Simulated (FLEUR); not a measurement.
**Energy of AlCo along an even scaling of the cell**

System: AlCo (Pm-3m, 2 atoms in the cell).
Method: Kohn-Sham DFT of a periodic cell, PBE, all-electron, spin-polarised (FLEUR MaX-R8.1 (later development tree)).

The 7 runs differ only in the geometry, by an even scaling of the cell at fixed fractional positions. The structure derives from a Materials Project entry.

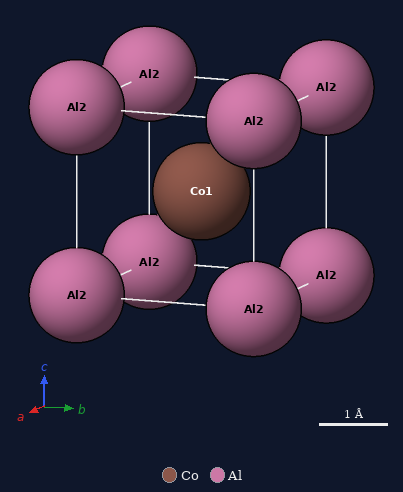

Figure 1. The structure of run 4 (spheres-only view of the cell of the calculation, seen slightly off an axis; atoms are numbered from 1 in the order of the input).

**Input of run 4**
```
<?xml version="1.0" encoding="UTF-8" standalone="no"?>
<fleurInput fleurInputVersion="0.39">
   <comment>
      AlCo                                                                                                
   </comment>
   <calculationSetup>
      <cutoffs Kmax="4.28" Gmax="13.3" GmaxXC="13.3" numbands="0"/>
      <scfLoop itmax="60" minDistance="0.00001" maxIterBroyd="15" imix="Anderson" alpha="0.05" precondParam="0.0" spinf="2.0" sdNocoIR="T"/>
      <coreElectrons ctail="T" frcor="F" kcrel="0" coretail_lmax="0"/>
      <xcFunctional name="pbe" relativisticCorrections="F"/>
      <magnetism jspins="2"/>
      <soc l_soc="F" theta="0.0" phi="0.0" spav="F"/>
      <expertModes spex="0" secvar="F"/>
      <geometryOptimization l_f="T" forcealpha="1.0" forcemix="BFGS" epsdisp="0.0005" epsforce="0.0002"/>
      <ldaU l_linMix="F" mixParam="0.05" spinf="1.0"/>
   </calculationSetup>
   <cell>
      <bzIntegration valenceElectrons="28.0" mode="hist" fermiSmearingEnergy="0.00183747">
         <kPointListSelection listName="default-1"/>
         <!-- k-points included here -->
         <xi:include xmlns:xi="http://www.w3.org/2001/XInclude" href="kpts.xml"> </xi:include>
      </bzIntegration>
      <!-- symmetry operations included here -->
      <xi:include xmlns:xi="http://www.w3.org/2001/XInclude" href="sym.xml"> </xi:include>
      <bulkLattice scale="1.0">
         <bravaisMatrix>
            <row-1>    5.3278999017180997     0.0000000000000000     0.0000000000000000</row-1>
            <row-2>    0.0000000000000000     5.3278999017180997     0.0000000000000000</row-2>
            <row-3>    0.0000000000000000     0.0000000000000000     5.3278999017180997</row-3>
         </bravaisMatrix>
      </bulkLattice>
   </cell>
   <atomSpecies>
      <species name="Cobalt (Co2.001" element="Co" atomicNumber="27">
         <mtSphere radius="2.2" gridPoints="751" logIncrement="0.016"/>
         <atomicCutoffs lmax="9" lnonsphr="7"/>
         <electronConfig flipSpins="F">
            <coreConfig>(1s1/2) (2s1/2) (2p1/2) (2p3/2)</coreConfig>
            <valenceConfig>(3s1/2) (3p1/2) (3p3/2) (4s1/2) (3d3/2) (3d5/2)</valenceConfig>
            <stateOccupation state="(3d3/2)" spinUp="1.5005" spinDown="1.2995"/>
            <stateOccupation state="(3d5/2)" spinUp="3.0" spinDown="1.2"/>
         </electronConfig>
         <energyParameters s="4" p="4" d="3" f="4"/>
         <lo type="SCLO" l="0" n="3" eDeriv="0"/>
         <lo type="SCLO" l="1" n="3" eDeriv="0"/>
         <lo type="SCLO" l="1" n="3" eDeriv="1"/>
         <lo type="SCLO" l="2" n="3" eDeriv="2"/>
         <lo type="SCLO" l="3" n="4" eDeriv="2"/>
      </species>
      <species name="Aluminum (Al)" element="Al" atomicNumber="13">
         <mtSphere radius="1.94" gridPoints="661" logIncrement="0.017"/>
         <atomicCutoffs lmax="8" lnonsphr="6"/>
         <electronConfig flipSpins="F">
            <coreConfig>(1s1/2)</coreConfig>
            <valenceConfig>(2s1/2) (2p1/2) (2p3/2) (3s1/2) (3p1/2) (3p3/2)</valenceConfig>
            <stateOccupation state="(3p1/2)" spinUp="0.166667" spinDown="0.166667"/>
            <stateOccupation state="(3p3/2)" spinUp="0.333333" spinDown="0.333333"/>
         </electronConfig>
         <energyParameters s="3" p="3" d="3" f="4"/>
         <lo type="SCLO" l="0" n="2" eDeriv="0"/>
         <lo type="SCLO" l="1" n="2" eDeriv="0"/>
         <lo type="SCLO" l="2" n="3" eDeriv="2"/>
         <lo type="SCLO" l="3" n="4" eDeriv="2"/>
      </species>
   </atomSpecies>
   <atomGroups>
      <atomGroup species="Cobalt (Co2.001">
         <relPos label="                   1">1.000/2.000 1.000/2.000 1.000/2.000</relPos>
         <force calculate="T" relaxXYZ="TTT"/>
      </atomGroup>
      <atomGroup species="Aluminum (Al)">
         <relPos label="                   2">.0000000000 .0000000000 .0000000000</relPos>
         <force calculate="T" relaxXYZ="TTT"/>
      </atomGroup>
   </atomGroups>
   <output dos="F" band="F" slice="F">
      <checks vchk="F" cdinf="F"/>
      <bandDOS minEnergy="-.5*Htr" maxEnergy="0.5*Htr" sigma="0.015" storeEVData="T"/>
      <vacuumDOS vacdos="F" integ="F" star="F" nstars="0" locx1="0.0" locy1="0.0" locx2="0.0" locy2="0.0" nstm="0" tworkf="0.0"/>
      <unfoldingBand unfoldBand="F" supercellX="1" supercellY="1" supercellZ="1"/>
      <plotting iplot="0" polar="F">
         <plot TwoD="T" vec1="  1.0  0.0  0.0" vec2="  0.0  1.0  0.0" vec3="  0.0  0.0  1.0" zero="  0.0  0.0  0.0" file="plot"/>
      </plotting>
      <chargeDensitySlicing numkpt="0" minEigenval="0.0" maxEigenval="0.0" nnne="0" pallst="F"/>
      <specialOutput eonly="F"/>
      <moessbauerParams electricFieldGradient="T" isomerShift="T" coreHyperfine="T" valenceHyperfine="T"/>
      <magneticCircularDichroism mcd="F" energyLo="-10.0" energyUp="0.0"/>
   </output>
  <!-- We include the file relax.xml here to enable relaxations (see documentation) -->
  <xi:include xmlns:xi="http://www.w3.org/2001/XInclude" href="relax.xml"> <xi:fallback/> </xi:include>
</fleurInput>
```

Command:
```bash
inpgen -f crystal.txt -profile fastHighL; fleur_MPI
```

Lattice vectors (Å) and fractional positions of run 4:
```
   2.819403    0.000000    0.000000
   0.000000    2.819403    0.000000
   0.000000    0.000000    2.819403
Co  0.500000  0.500000  0.500000
Al  0.000000  0.000000  0.000000
```

Run 6 has the same physical settings and fractional positions; its lattice vectors (Å) are:
```
   2.856505    0.000000    0.000000
   0.000000    2.856505    0.000000
   0.000000    0.000000    2.856505
```

**Results, with one run withheld**

```csv
run,volume per atom (Å³),"free energy per atom, from the lowest run given (meV)"
1,10.533,62.76
2,10.758,37.08
3,10.982,18.53
4,11.206,6.46
5,11.430,0.00
6,11.654,?
7,11.878,2.35
```

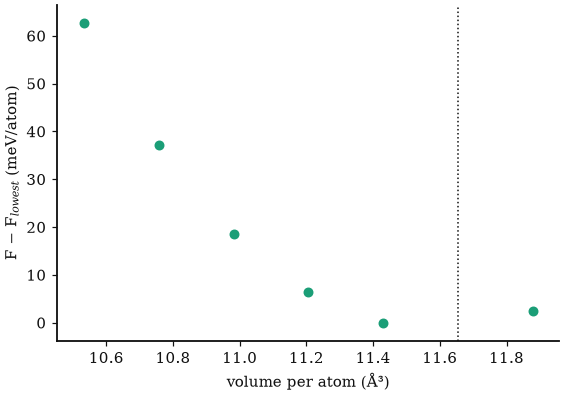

Figure 2. Free energy per atom of the runs given; the dotted line marks run 6.

What should run 6 give?

A cubic polynomial in V^(−2/3) (the Birch–Murnaghan form), fitted to the 6 runs given, misses them by at most 0.04 meV per atom. With x = V^(−2/3) − 0.20076 Å⁻², it reads F = 10.525 + 4266.1 x + 3.8474e+05 x² + 1.7038e+05 x³ (meV per atom). At run 6 it gives −1.17 meV per atom, and the run itself gives −1.03. The fit has its minimum at 11.596 Å³ per atom, where V d²F/dV² gives 179 GPa: the bulk modulus at this level, since symmetry fixes the shape and the positions.

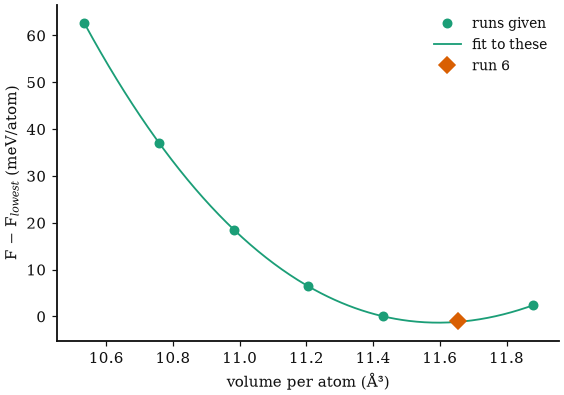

Figure 3. The fit and the withheld run.

**Output (run 6)**
```
Welcome to FLEUR        (www.flapw.de)
      MaX-Release 8.1          (www.max-centre.eu)

 ========== k-point set info ==========
 Selected k-point list: default-1
 k-point list type: mesh
 9 x 9 x 9
 Number of k points: 35

 ------------Calculation Setup---------------------------
 Number of MPI-tasks      :            1
 Number of PE/node        :            1
 Number of OMP-threads    :            1
 Most efficient MPI parallelization for:
           1           5           7          35
 Additional eigenvalue parallelization possible
 Number of basis functions:          290
 Approximate size of matrices (H+S) per k-point:         0.001 GB
 --------------------------------------------------------

 Iteration:     1   Distance:      29.21232638 me/bohr^3

 Iteration:     2   Distance:      27.04204150 me/bohr^3

 Iteration:     3   Distance:      20.54207236 me/bohr^3

 Iteration:     4   Distance:       7.88203570 me/bohr^3

 Iteration:     5   Distance:       6.29198041 me/bohr^3

 Iteration:     6   Distance:       4.67255822 me/bohr^3

 Iteration:     7   Distance:       6.18754220 me/bohr^3

 Iteration:     8   Distance:       6.19020430 me/bohr^3

 Iteration:     9   Distance:       4.77751574 me/bohr^3

 Iteration:    10   Distance:       7.09563895 me/bohr^3

 Iteration:    11   Distance:       5.66113495 me/bohr^3

 Iteration:    12   Distance:       0.63681477 me/bohr^3

 Iteration:    13   Distance:       0.61781987 me/bohr^3

 Iteration:    14   Distance:       0.24634223 me/bohr^3

 Iteration:    15   Distance:       0.20904966 me/bohr^3

 Iteration:    16   Distance:       0.20526053 me/bohr^3

 Iteration:    17   Distance:       0.19247107 me/bohr^3

 Iteration:    18   Distance:       0.07316422 me/bohr^3

 Iteration:    19   Distance:       0.08852702 me/bohr^3

 Iteration:    20   Distance:       0.08656879 me/bohr^3

 Iteration:    21   Distance:       0.03593084 me/bohr^3

 Iteration:    22   Distance:       0.03122042 me/bohr^3

 Iteration:    23   Distance:       0.00561277 me/bohr^3

 Iteration:    24   Distance:       0.00149322 me/bohr^3

 Iteration:    25   Distance:       0.00135125 me/bohr^3

 Iteration:    26   Distance:       0.00004508 me/bohr^3

 Iteration:    27   Distance:       0.00004274 me/bohr^3

 Iteration:    28   Distance:       0.00002320 me/bohr^3

 Iteration:    29   Distance:       0.00000147 me/bohr^3

 ********************************************************************
 Run finished successfully
 Stop message:
   all done
 ********************************************************************
```
